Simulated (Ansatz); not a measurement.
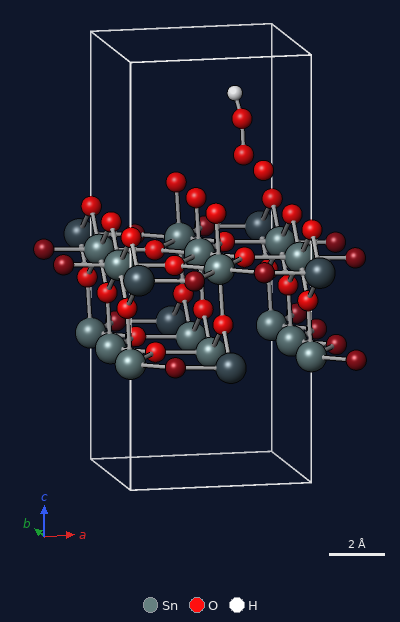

*The input geometry (ball-and-stick view of the cell of the calculation, with the vacuum cut short, seen slightly off an axis; neighbours outside the cell are drawn fainter). An atom can appear more than once, as a periodic image.*

# Geometry relaxation of Sn$_{8}$HO$_{17}$ (part 1 of 5)

Sn$_{8}$HO$_{17}$ (slab, 26 atoms in the cell), computed with DFT PBE, scalar-relativistic, plane waves, PAW, PAW set soft_1, spin-polarised (Ansatz 0.2.0).

The structure derives from a Materials Project entry. The input holds or restrains some coordinates. Forces given for the steps count only the free coordinates. It belongs to a series of runs on one base structure; here: end point A relaxed.

### Input
```yaml
crystal:
  lattice:
    - [6.827049, 0.0, 0.0]
    - [0.0, 6.481796, 0.0]
    - [0.0, 0.0, 17.726528]
  atoms:
    - { symbol: Sn, position: [0.5, 0.25, 0.0564126] }
    - { symbol: Sn, position: [0.0, 0.0, 0.0564126] }
    - { symbol: O, position: [0.9804185, 0.0, 0.1744201] }
    - { symbol: O, position: [0.2985476, 0.25, 0.2433333] }
    - { symbol: O, position: [0.193314, 0.25, 0.0620323] }
    - { symbol: O, position: [0.5114431, 0.0, 0.1309456] }
    - { symbol: Sn, position: [0.9918616, 0.25, 0.248953] }
    - { symbol: Sn, position: [0.4918616, 0.0, 0.248953] }
    - { symbol: O, position: [0.4722801, 0.0, 0.3669604] }
    - { symbol: O, position: [0.7904093, 0.25, 0.4358737] }
    - { symbol: O, position: [0.6851756, 0.25, 0.2545727] }
    - { symbol: O, position: [0.0033047, 0.0, 0.323486] }
    - { symbol: Sn, position: [0.5, 0.75, 0.0564126] }
    - { symbol: Sn, position: [0.0, 0.5, 0.0564126] }
    - { symbol: O, position: [0.9804185, 0.5, 0.1744201] }
    - { symbol: O, position: [0.2985476, 0.75, 0.2433333] }
    - { symbol: O, position: [0.193314, 0.75, 0.0620323] }
    - { symbol: O, position: [0.5114431, 0.5, 0.1309456] }
    - { symbol: Sn, position: [0.9918616, 0.75, 0.248953] }
    - { symbol: Sn, position: [0.4918616, 0.5, 0.248953] }
    - { symbol: O, position: [0.4722801, 0.5, 0.3669604] }
    - { symbol: O, position: [0.7904093, 0.75, 0.4358737] }
    - { symbol: O, position: [0.6851756, 0.75, 0.2545727] }
    - { symbol: O, position: [0.0033047, 0.5, 0.323486] }
    - { symbol: O, position: [0.7842105, 0.7634553, 0.5114666], spin: 1.0 }
    - { symbol: H, position: [0.7515386, 0.7944063, 0.5639304] }
magnetization:
  spin_polarized: true
basis:
  ecutwfc: 420.0
kpoints:
  mp_grid: { grid: [2, 2, 1] }
hamiltonian:
  xc: pbe
  pseudopotentials: { kind: paw, azcp: { folder: soft_1 } }
scf:
  occupations: { method: gaussian, width: 0.05 }
  lower_state_search: "off"
relax:
  f_tol: 0.03
  max_steps: 60
  adjacent_minimum: "off"
  constraints: [{ sites: [0, 1, 4, 5, 12, 13, 16, 17] }]
output:
  write_density: true
  write_potential: true
  elf: true
  volumetric_format: npy
```

Run on 4 threads of Arm Neoverse V2, 24 GiB of memory available, shared host.

Command:
```bash
ansatz run input.yaml --threads 4 --pin off --max-ram 10240MiB --backend cpu --events-out ev --progress --plain --runs-dir out
```

### What the program printed
```
Engine: ansatz 0.2.0, aarch64-unknown-linux-gnu
Pseudopotentials: kind: paw
Pseudopotential: Sn, paw, valence charge 14, recommended cutoff 420 eV (normal), [file]
Pseudopotential: O, paw, valence charge 6, recommended cutoff 420 eV (normal), [file]
Pseudopotential: H, paw, valence charge 1, recommended cutoff 420 eV (normal), [file]
Functional definition: PBE
  parameter kappa = 0.804
  parameter beta = 0.06672455060314922
  exchange = pbe_x(kappa = kappa, mu = beta*pi^2/3)
  correlation = pbe_c(beta = beta)
Crystal: 26 atoms, lattice volume = 784.426 Å³
Basis set: ecut = 420 eV, 15397 PW (Γ), exchange–correlation on 96×90×240 points (8 copies of the dense FFT grid, shifted against one another)
Bands: 134, of which v1, the nominal top of the filled ones, is band 108 counted from 1 (107 counted from 0)
Symmetry: 1 space group operations
Space group: P1 (ITA 1), of the structure as read, at distance tolerance 9.2e-5 Å
Magnetic group: BNS 1.1 (UNI 1), of the structure as read, at distance tolerance 9.2e-5 Å
k-points: 4
Non-local potential: Sn, projectors of the file, l = 0: 2, l = 1: 2, l = 2: 2, l = 3: 1
Non-local potential: O, projectors of the file, l = 0: 2, l = 1: 2, l = 2: 1
Non-local potential: H, projectors of the file, l = 0: 2, l = 1: 1
PAW form: soft (Blöchl's): semilocal exchange-correlation on the pseudo side does not see the compensation charge
PAW one-centre angular grid: Sn, 590 points (default); XC on 64 Gauss nodes
PAW one-centre angular grid: O, 110 points (default); XC on 64 Gauss nodes
PAW one-centre angular grid: H, 110 points (default); XC on 64 Gauss nodes
Starting moments: Σ|m| = 1 μB on 1 of 26 sites
Initial wavefunctions: pseudopotential atomic-orbital guess
Functional: x = pbe(κ = 0.804, μ = 0.2195149727645171), c = pbe(β = 0.06672455060314922)
SCF iter   1: F=—  HF=-57859.699919 eV  |F-HF|=—  |Δ(HF+E_count)|=         —  Δρ=6.06e-2 (↑5.89e-2 ↓6.06e-2)  dr2=2.56e2  dr2_m=8.29e-1  M=1.423 μB ∫|m|=1.462 μB  β_m=0.30  ethr=3.10e-3  ⟨swp⟩=6.0  Hψ=4260  notcnv=0  defer=39
preconditioner: auto → LDOS  [metal: Δε(μ)=0.040 eV  Ē_g=17.321 eV  σ=0.050 eV  W_gap=0.42  n_scr=148 (ndim 8)  ℏωp=19.4 eV  f_vac=0.481  D(μ)=14.12/eV (n_scr^D=74)]
spin=Collinear: LDOS preconditioning applied to the charge; magnetization (m = ρ↑ − ρ↓) channel mixes plain (no charge-response kernel on spin).
SCF iter   2: F=—  HF=-57841.404292 eV  |F-HF|=—  |Δ(HF+E_count)|=    1.83e1  Δρ=5.74e-2 (↑5.22e-2 ↓5.74e-2)  dr2=1.44e2  dr2_m=7.33e-1  M=0.012 μB ∫|m|=0.196 μB  β_m=0.30  ethr=3.10e-3  ⟨swp⟩=4.0  Hψ=2725  notcnv=0  defer=152
preconditioner: auto → Resta (q_TF=auto, 2.199 Å⁻¹)  ε∞=2.3  [insulator: Δε(μ)=0.061 eV  Ē_g=16.977 eV  σ=0.050 eV  W_gap=0.61  n_scr=148 (ndim 8)  ℏωp=19.4 eV  f_vac=0.490  D(μ)=11.17/eV (n_scr^D=56)  ε∞_Penn≈2.3  vacuum switching on, ρ_ref=2.1e-2 e/Å³]
spin=Collinear: Resta preconditioning applied to the charge; magnetization (m = ρ↑ − ρ↓) channel mixes plain (no charge-response kernel on spin).
SCF iter   3: F=—  HF=-57851.779484 eV  |F-HF|=—  |Δ(HF+E_count)|=    1.04e1  Δρ=6.31e-2 (↑5.98e-2 ↓6.31e-2)  dr2=2.20e2  dr2_m=1.31e0  M=1.954 μB ∫|m|=1.964 μB  β_m=1.00  ethr=3.10e-3  ⟨swp⟩=3.8  Hψ=2659  notcnv=0  defer=138
SCF iter   4: F=—  HF=-57845.673381 eV  |F-HF|=—  |Δ(HF+E_count)|=    6.11e0  Δρ=5.20e-2 (↑5.16e-2 ↓5.20e-2)  dr2=1.32e2  dr2_m=3.70e-1  M=1.278 μB ∫|m|=1.440 μB  β_m=0.30  ethr=3.10e-3  ⟨swp⟩=3.0  Hψ=2454  notcnv=0  defer=167
SCF iter   5: F=—  HF=-57837.917128 eV  |F-HF|=—  |Δ(HF+E_count)|=    7.76e0  Δρ=4.45e-2 (↑4.29e-2 ↓4.45e-2)  dr2=1.12e2  dr2_m=1.75e-1  M=2.259 μB ∫|m|=2.350 μB  β_m=1.00  ethr=3.10e-3  ⟨swp⟩=3.0  Hψ=1869  notcnv=0  defer=132
SCF iter   6: F=—  HF=-57832.164268 eV  |F-HF|=—  |Δ(HF+E_count)|=    5.75e0  Δρ=2.57e-2 (↑2.57e-2 ↓2.39e-2)  dr2=2.97e1  dr2_m=5.28e-2  M=2.175 μB ∫|m|=2.555 μB  β_m=1.00  ethr=3.10e-3  ⟨swp⟩=2.4  Hψ=1740  notcnv=0  defer=135
SCF iter   7: F=—  HF=-57830.932135 eV  |F-HF|=—  |Δ(HF+E_count)|=    1.23e0  Δρ=3.45e-2 (↑3.38e-2 ↓3.45e-2)  dr2=5.51e1  dr2_m=1.41e-1  M=1.753 μB ∫|m|=2.209 μB  β_m=0.30  ethr=3.10e-3  ⟨swp⟩=3.1  Hψ=1551  notcnv=0  defer=130
SCF iter   8: F=—  HF=-57832.050684 eV  |F-HF|=—  |Δ(HF+E_count)|=    1.12e0  Δρ=3.95e-2 (↑2.25e-2 ↓3.95e-2)  dr2=3.95e1  dr2_m=2.62e0  M=0.760 μB ∫|m|=2.287 μB  β_m=0.30  ethr=3.10e-3  ⟨swp⟩=2.1  Hψ=1564  notcnv=0  defer=149
SCF iter   9: F=—  HF=-57831.976877 eV  |F-HF|=—  |Δ(HF+E_count)|=   7.38e-2  Δρ=2.94e-2 (↑2.94e-2 ↓2.69e-2)  dr2=2.62e1  dr2_m=2.22e0  M=1.452 μB ∫|m|=4.599 μB  β_m=1.00  ethr=3.10e-3  ⟨swp⟩=3.1  Hψ=1635  notcnv=0  defer=135
SCF iter  10: F=—  HF=-57832.014135 eV  |F-HF|=—  |Δ(HF+E_count)|=   3.73e-2  Δρ=3.95e-2 (↑3.29e-2 ↓3.95e-2)  dr2=4.14e1  dr2_m=3.42e0  M=-1.344 μB ∫|m|=4.465 μB  β_m=0.30  ethr=3.10e-3  ⟨swp⟩=2.5  Hψ=1699  notcnv=0  defer=136
SCF iter  11: F=—  HF=-57832.655790 eV  |F-HF|=—  |Δ(HF+E_count)|=   6.42e-1  Δρ=3.77e-2 (↑3.77e-2 ↓3.62e-2)  dr2=5.63e1  dr2_m=9.72e-1  M=1.000 μB ∫|m|=3.493 μB  β_m=1.00  ethr=3.10e-3  ⟨swp⟩=2.0  Hψ=1690  notcnv=0  defer=141
SCF iter  12: F=—  HF=-57832.530479 eV  |F-HF|=—  |Δ(HF+E_count)|=   1.25e-1  Δρ=2.92e-2 (↑2.59e-2 ↓2.92e-2)  dr2=6.85e1  dr2_m=4.02e-1  M=1.955 μB ∫|m|=3.959 μB  β_m=1.00  ethr=3.10e-3  ⟨swp⟩=2.0  Hψ=1740  notcnv=0  defer=130
SCF iter  13: F=—  HF=-57831.060965 eV  |F-HF|=—  |Δ(HF+E_count)|=    1.47e0  Δρ=2.83e-2 (↑2.51e-2 ↓2.83e-2)  dr2=3.09e1  dr2_m=5.70e-1  M=1.309 μB ∫|m|=4.640 μB  β_m=0.30  ethr=3.10e-3  ⟨swp⟩=3.0  Hψ=1037  notcnv=0  defer=130
SCF iter  14: F=—  HF=-57830.971764 eV  |F-HF|=—  |Δ(HF+E_count)|=   8.92e-2  Δρ=2.64e-2 (↑1.67e-2 ↓2.64e-2)  dr2=1.60e1  dr2_m=1.25e0  M=2.048 μB ∫|m|=5.655 μB  β_m=0.30  ethr=3.10e-3  ⟨swp⟩=1.9  Hψ=1259  notcnv=0  defer=131
SCF iter  15: F=—  HF=-57830.951402 eV  |F-HF|=—  |Δ(HF+E_count)|=   2.04e-2  Δρ=2.65e-2 (↑2.65e-2 ↓2.10e-2)  dr2=1.06e1  dr2_m=2.76e0  M=0.182 μB ∫|m|=5.502 μB  β_m=0.30  ethr=3.10e-3  ⟨swp⟩=2.0  Hψ=1047  notcnv=0  defer=131
SCF iter  16: F=—  HF=-57837.112101 eV  |F-HF|=—  |Δ(HF+E_count)|=    6.16e0  Δρ=5.38e-2 (↑5.27e-2 ↓5.38e-2)  dr2=1.23e2  dr2_m=4.37e0  M=1.166 μB ∫|m|=2.043 μB  β_m=0.30  ethr=3.10e-3  ⟨swp⟩=2.0  Hψ=1749  notcnv=0  defer=156
SCF iter  17: F=—  HF=-57831.123355 eV  |F-HF|=—  |Δ(HF+E_count)|=    5.99e0  Δρ=2.79e-2 (↑2.39e-2 ↓2.79e-2)  dr2=1.17e1  dr2_m=3.09e0  M=0.535 μB ∫|m|=5.520 μB  β_m=0.30  ethr=3.10e-3  ⟨swp⟩=2.2  Hψ=1692  notcnv=0  defer=155
SCF iter  18: F=—  HF=-57831.200303 eV  |F-HF|=—  |Δ(HF+E_count)|=   7.69e-2  Δρ=2.17e-2 (↑2.17e-2 ↓1.85e-2)  dr2=6.88e0  dr2_m=2.06e0  M=0.999 μB ∫|m|=6.268 μB  β_m=1.00  ethr=3.10e-3  ⟨swp⟩=1.9  Hψ=1221  notcnv=0  defer=134
SCF iter  19: F=—  HF=-57831.752123 eV  |F-HF|=—  |Δ(HF+E_count)|=   5.52e-1  Δρ=1.49e-2 (↑1.48e-2 ↓1.49e-2)  dr2=9.87e0  dr2_m=2.96e-1  M=0.997 μB ∫|m|=6.729 μB  β_m=0.30  ethr=3.10e-3  ⟨swp⟩=2.0  Hψ=1493  notcnv=0  defer=131
Mixer restart at iter 19: flushing history
spin-set hold released at iteration 19 (site moments' squared step at or under half its running peak, from the soft ceiling on): the magnetisation degrees of freedom join the quasi-Newton model from the next iteration; the mixer history was flushed
SCF iter  20: F=—  HF=-57837.400007 eV  |F-HF|=—  |Δ(HF+E_count)|=    5.65e0  Δρ=5.84e-2 (↑5.84e-2 ↓4.11e-2)  dr2=1.04e2  dr2_m=8.71e0  M=3.063 μB ∫|m|=3.700 μB  β_m=0.12  ethr=3.10e-3  ⟨swp⟩=2.1  Hψ=1918  notcnv=0  defer=154  recentre
SCF iter  21: F=—  HF=-57831.347546 eV  |F-HF|=—  |Δ(HF+E_count)|=    6.05e0  Δρ=9.35e-3 (↑9.35e-3 ↓8.58e-3)  dr2=4.61e0  dr2_m=1.10e-1  M=1.064 μB ∫|m|=6.542 μB  β_m=0.16  ethr=3.10e-3  ⟨swp⟩=2.5  Hψ=1789  notcnv=0  defer=138
SCF iter  22: F=—  HF=-57831.788066 eV  |F-HF|=—  |Δ(HF+E_count)|=   4.41e-1  Δρ=4.29e-2 (↑4.29e-2 ↓2.02e-2)  dr2=2.54e1  dr2_m=4.68e0  M=4.638 μB ∫|m|=6.056 μB  β_m=0.20  ethr=2.15e-3  ⟨swp⟩=1.6  Hψ=1176  notcnv=0  defer=132  recentre
SCF iter  23: F=—  HF=-57831.333616 eV  |F-HF|=—  |Δ(HF+E_count)|=   4.54e-1  Δρ=8.36e-3 (↑7.31e-3 ↓8.36e-3)  dr2=2.00e0  dr2_m=1.10e-1  M=1.003 μB ∫|m|=6.186 μB  β_m=0.08  ethr=2.15e-3  ⟨swp⟩=2.0  Hψ=1020  notcnv=0  defer=132
SCF iter  24: F=—  HF=-57831.349883 eV  |F-HF|=—  |Δ(HF+E_count)|=   1.63e-2  Δρ=1.71e-2 (↑1.71e-2 ↓9.04e-3)  dr2=3.11e0  dr2_m=9.20e-1  M=2.526 μB ∫|m|=5.929 μB  β_m=0.09  ethr=9.29e-4  ⟨swp⟩=2.0  Hψ=1282  notcnv=0  defer=131
SCF iter  25: F=—  HF=-57831.404248 eV  |F-HF|=—  |Δ(HF+E_count)|=   5.44e-2  Δρ=1.05e-2 (↑8.39e-3 ↓1.05e-2)  dr2=8.50e-1  dr2_m=4.92e-1  M=1.966 μB ∫|m|=6.264 μB  β_m=0.16  ethr=9.29e-4  ⟨swp⟩=1.2  Hψ=942  notcnv=0  defer=131
SCF iter  26: F=—  HF=-57831.602706 eV  |F-HF|=—  |Δ(HF+E_count)|=   1.98e-1  Δρ=7.76e-3 (↑7.17e-3 ↓7.76e-3)  dr2=3.24e0  dr2_m=1.11e-1  M=1.226 μB ∫|m|=5.791 μB  β_m=0.07  ethr=3.95e-4  ⟨swp⟩=2.8  Hψ=1409  notcnv=0  defer=136  recentre
[...]
Mixer restart at iter 64: flushing history
  greatest PAW one-centre occupation: 0.996 electrons in one spin orbital (limit 2), on the Sn atom at site 7 (counted from 0), in its partial waves of l = 2
relax step   1: F+E_penalty+E_count = -57831.83706932 eV  Δ(F+E_penalty+E_count) = +0.000e0 eV  max|allowed force component| = 2.042e0 eV/Å  Δτ_max = 0.0000 Å  (71 SCF iters, dr2 threshold 2.25e-5 eV, accepted)
Initial density: handed on by an earlier stage of this run
Starting moments: Σ|m| = 1 μB on 1 of 26 sites; this step starts from the density that it was given
Initial wavefunctions: those handed on with the density
preconditioner: auto → Resta (q_TF=auto, 2.199 Å⁻¹)  ε∞=2.4  [insulator: Δε(μ)=0.071 eV  Ē_g=16.599 eV  σ=0.050 eV  W_gap=0.68  n_scr=148 (ndim 8)  ℏωp=19.4 eV  f_vac=0.497  D(μ)=6.90/eV (n_scr^D=26)  ε∞_Penn≈2.4  vacuum switching on, ρ_ref=2.0e-2 e/Å³]
spin=Collinear: Resta preconditioning applied to the charge; magnetization (m = ρ↑ − ρ↓) channel mixes plain (no charge-response kernel on spin).
preconditioner: auto → LDOS  [metal: Δε(μ)=0.036 eV  Ē_g=16.582 eV  σ=0.050 eV  W_gap=0.38  n_scr=148 (ndim 8)  ℏωp=19.4 eV  f_vac=0.497  D(μ)=10.43/eV (n_scr^D=56)]
spin=Collinear: LDOS preconditioning applied to the charge; magnetization (m = ρ↑ − ρ↓) channel mixes plain (no charge-response kernel on spin).
  Residual-converged pass: ⟨swp⟩=1.0  Hψ=1104  notcnv=0  max |occ|·‖R‖ = 7.0e-9 eV (tolerance 1.0e-8 eV)  dr2=6.87e-5  dr2_m=8.27e-6  dr2_onsite=3.88e-6  max |Δocc| = 3.3e-11
relax step   2: F+E_penalty+E_count = -57832.45021740 eV  Δ(F+E_penalty+E_count) = -6.131e-1 eV  max|allowed force component| = 2.643e0 eV/Å  Δτ_max = 0.1948 Å  (17 SCF iters, dr2 threshold 1.00e-4 eV, accepted)
[... from here on the SCF iterations and repeated set-up lines of each step are left out, up to the last step ...]
relax step   3: F+E_penalty+E_count = -57833.33190926 eV  Δ(F+E_penalty+E_count) = -8.817e-1 eV  max|allowed force component| = 2.309e0 eV/Å  Δτ_max = 0.1949 Å  (14 SCF iters, dr2 threshold 1.00e-4 eV, accepted)
relax step   4: F+E_penalty+E_count = -57833.86355382 eV  Δ(F+E_penalty+E_count) = -5.316e-1 eV  max|allowed force component| = 1.968e0 eV/Å  Δτ_max = 0.1947 Å  (15 SCF iters, dr2 threshold 1.00e-4 eV, accepted)
relax step   5: F+E_penalty+E_count = -57834.10724830 eV  Δ(F+E_penalty+E_count) = -2.437e-1 eV  max|allowed force component| = 1.687e0 eV/Å  Δτ_max = 0.1946 Å  (16 SCF iters, dr2 threshold 1.00e-4 eV, accepted)
relax step   6: F+E_penalty+E_count = -57834.26245567 eV  Δ(F+E_penalty+E_count) = -1.552e-1 eV  max|allowed force component| = 1.614e0 eV/Å  Δτ_max = 0.1977 Å  (20 SCF iters, dr2 threshold 1.00e-4 eV, accepted)
relax step   7: F+E_penalty+E_count = -57834.37934271 eV  Δ(F+E_penalty+E_count) = -1.169e-1 eV  max|allowed force component| = 1.131e0 eV/Å  Δτ_max = 0.1939 Å  (24 SCF iters, dr2 threshold 1.00e-4 eV, accepted)
relax step   8: F+E_penalty+E_count = -57834.51048620 eV  Δ(F+E_penalty+E_count) = -1.311e-1 eV  max|allowed force component| = 8.106e-1 eV/Å  Δτ_max = 0.1972 Å  (27 SCF iters, dr2 threshold 1.00e-4 eV, accepted)
relax step   9: F+E_penalty+E_count = -57834.68427200 eV  Δ(F+E_penalty+E_count) = -1.738e-1 eV  max|allowed force component| = 7.374e-1 eV/Å  Δτ_max = 0.1949 Å  (22 SCF iters, dr2 threshold 1.00e-4 eV, accepted)
relax step  10: F+E_penalty+E_count = -57834.95811136 eV  Δ(F+E_penalty+E_count) = -2.738e-1 eV  max|allowed force component| = 9.426e-1 eV/Å  Δτ_max = 0.1947 Å  (21 SCF iters, dr2 threshold 1.00e-4 eV, accepted)
relax step  11: F+E_penalty+E_count = -57835.75830140 eV  Δ(F+E_penalty+E_count) = -8.002e-1 eV  max|allowed force component| = 2.976e0 eV/Å  Δτ_max = 0.1946 Å  (19 SCF iters, dr2 threshold 1.00e-4 eV, accepted)
relax step  12: F+E_penalty+E_count = -57837.24355313 eV  Δ(F+E_penalty+E_count) = -1.485e0 eV  max|allowed force component| = 3.849e0 eV/Å  Δτ_max = 0.1946 Å  (12 SCF iters, dr2 threshold 1.00e-4 eV, accepted)
relax step  13: F+E_penalty+E_count = -57837.99142091 eV  Δ(F+E_penalty+E_count) = -7.479e-1 eV  max|allowed force component| = 4.199e0 eV/Å  Δτ_max = 0.1950 Å  (15 SCF iters, dr2 threshold 1.00e-4 eV, accepted)
relax step  14: F+E_penalty+E_count = -57838.52670343 eV  Δ(F+E_penalty+E_count) = -5.353e-1 eV  max|allowed force component| = 1.443e0 eV/Å  Δτ_max = 0.1990 Å  (19 SCF iters, dr2 threshold 1.00e-4 eV, accepted)
relax step  15: F+E_penalty+E_count = -57838.72732416 eV  Δ(F+E_penalty+E_count) = -2.006e-1 eV  max|allowed force component| = 1.165e0 eV/Å  Δτ_max = 0.1947 Å  (11 SCF iters, dr2 threshold 1.00e-4 eV, accepted)
relax step  16: F+E_penalty+E_count = -57838.87314179 eV  Δ(F+E_penalty+E_count) = -1.458e-1 eV  max|allowed force component| = 7.189e-1 eV/Å  Δτ_max = 0.1941 Å  (12 SCF iters, dr2 threshold 1.00e-4 eV, accepted)
relax step  17: F+E_penalty+E_count = -57838.96255308 eV  Δ(F+E_penalty+E_count) = -8.941e-2 eV  max|allowed force component| = 3.193e-1 eV/Å  Δτ_max = 0.1905 Å  (11 SCF iters, dr2 threshold 1.00e-4 eV, accepted)
relax step  18: F+E_penalty+E_count = -57839.03404917 eV  Δ(F+E_penalty+E_count) = -7.150e-2 eV  max|allowed force component| = 2.403e-1 eV/Å  Δτ_max = 0.1949 Å  (10 SCF iters, dr2 threshold 2.01e-5 eV, accepted)
relax step  19: F+E_penalty+E_count = -57839.08309997 eV  Δ(F+E_penalty+E_count) = -4.905e-2 eV  max|allowed force component| = 2.793e-1 eV/Å  Δτ_max = 0.1945 Å  (12 SCF iters, dr2 threshold 1.14e-5 eV, accepted)
relax step  20: F+E_penalty+E_count = -57839.12089944 eV  Δ(F+E_penalty+E_count) = -3.780e-2 eV  max|allowed force component| = 3.155e-1 eV/Å  Δτ_max = 0.1960 Å  (10 SCF iters, dr2 threshold 4.42e-5 eV, accepted)
relax step  21: F+E_penalty+E_count = -57839.14877401 eV  Δ(F+E_penalty+E_count) = -2.787e-2 eV  max|allowed force component| = 1.562e-1 eV/Å  Δτ_max = 0.1948 Å  (11 SCF iters, dr2 threshold 9.96e-5 eV, accepted)
relax step  22: F+E_penalty+E_count = -57839.16008309 eV  Δ(F+E_penalty+E_count) = -1.131e-2 eV  max|allowed force component| = 3.736e-1 eV/Å  Δτ_max = 0.1938 Å  (12 SCF iters, dr2 threshold 5.98e-6 eV, accepted)
relax step  23: F+E_penalty+E_count = -57839.16240878 eV  Δ(F+E_penalty+E_count) = -2.326e-3 eV  max|allowed force component| = 4.796e-1 eV/Å  Δτ_max = 0.1947 Å  (11 SCF iters, dr2 threshold 3.42e-5 eV, accepted)
relax step  24: F+E_penalty+E_count = -57839.16343405 eV  Δ(F+E_penalty+E_count) = -1.025e-3 eV  max|allowed force component| = 7.502e-1 eV/Å  Δτ_max = 0.1835 Å  (10 SCF iters, dr2 threshold 1.00e-4 eV, accepted)
relax step  25: F+E_penalty+E_count = -57839.18010043 eV  Δ(F+E_penalty+E_count) = -1.667e-2 eV  max|allowed force component| = 2.531e-1 eV/Å  Δτ_max = 0.2000 Å  (14 SCF iters, dr2 threshold 1.00e-4 eV, accepted)
relax step  26: F+E_penalty+E_count = -57839.18621115 eV  Δ(F+E_penalty+E_count) = -6.111e-3 eV  max|allowed force component| = 1.552e-1 eV/Å  Δτ_max = 0.0697 Å  (15 SCF iters, dr2 threshold 7.29e-6 eV, accepted)
relax step  27: F+E_penalty+E_count = -57839.18827405 eV  Δ(F+E_penalty+E_count) = -2.063e-3 eV  max|allowed force component| = 6.052e-1 eV/Å  Δτ_max = 0.1951 Å  (12 SCF iters, dr2 threshold 2.74e-6 eV, accepted)
relax step  28: F+E_penalty+E_count = -57839.19714806 eV  Δ(F+E_penalty+E_count) = -8.874e-3 eV  max|allowed force component| = 3.843e-1 eV/Å  Δτ_max = 0.0970 Å  (9 SCF iters, dr2 threshold 1.00e-4 eV, accepted)
relax step  29: F+E_penalty+E_count = -57839.20159429 eV  Δ(F+E_penalty+E_count) = -4.446e-3 eV  max|allowed force component| = 2.977e-1 eV/Å  Δτ_max = 0.0737 Å  (9 SCF iters, dr2 threshold 5.96e-5 eV, accepted)
```
